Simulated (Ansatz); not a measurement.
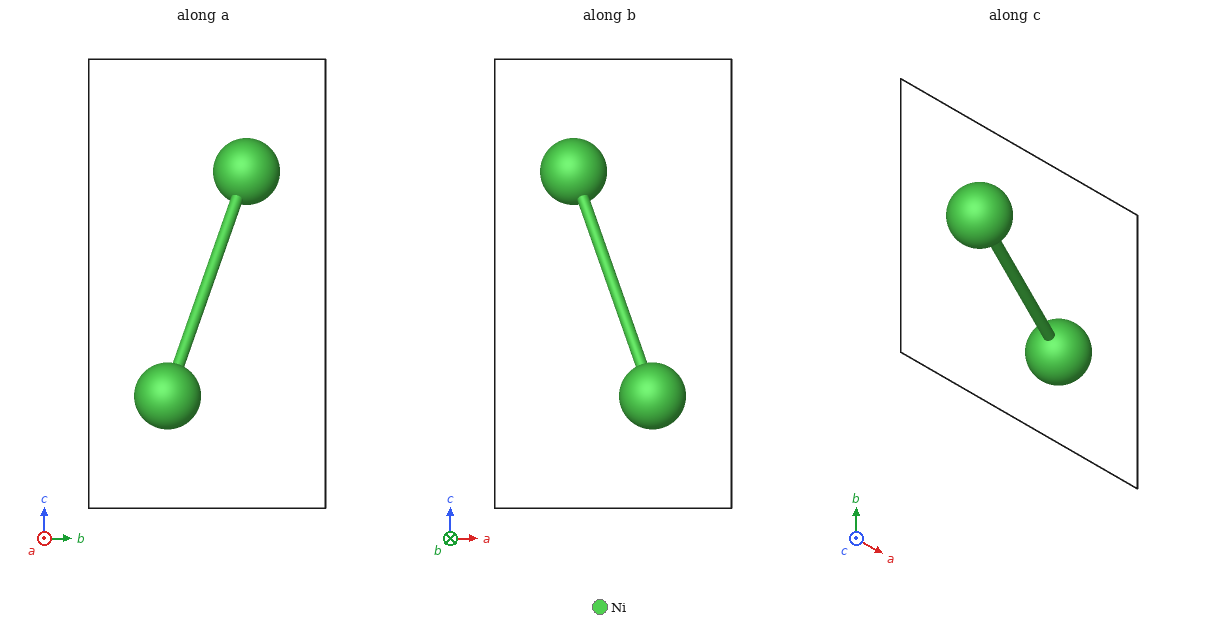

Structure drawing (ball-and-stick), viewed along the a axis, along the b axis and along the c axis. The frame is the conventional unit cell; atoms at its boundary are shown with their periodic copies.

Lattice parameters: a = 2.4863 Å, b = 2.4863 Å, c = 4.0807 Å, α = 90.000°, β = 90.000°, γ = 120.000°.

**Express the structure as a CIF in P1 with every atom of the cell.**

```cif
data_structure
_symmetry_space_group_name_H-M 'P 1'
_symmetry_Int_Tables_number 1
_cell_length_a 2.4863
_cell_length_b 2.4863
_cell_length_c 4.0807
_cell_angle_alpha 90.000
_cell_angle_beta 90.000
_cell_angle_gamma 120.000
_cell_volume 21.85
loop_
_atom_site_label
_atom_site_type_symbol
_atom_site_fract_x
_atom_site_fract_y
_atom_site_fract_z
_atom_site_occupancy
Ni1 Ni 0.3333 0.6667 0.7500 1
Ni2 Ni 0.6667 0.3333 0.2500 1
```

Its origin is a structure type filled with this element by a generator (whether the element takes this form wasn't checked). Earlier steps of the study may have refined or changed the cell and positions. It was run through Ansatz as a DFT input.

At this level of theory the cell isn't at rest (compressed, at 9 GPa), so its distances can differ from those at equilibrium, the more so the softer the solid.
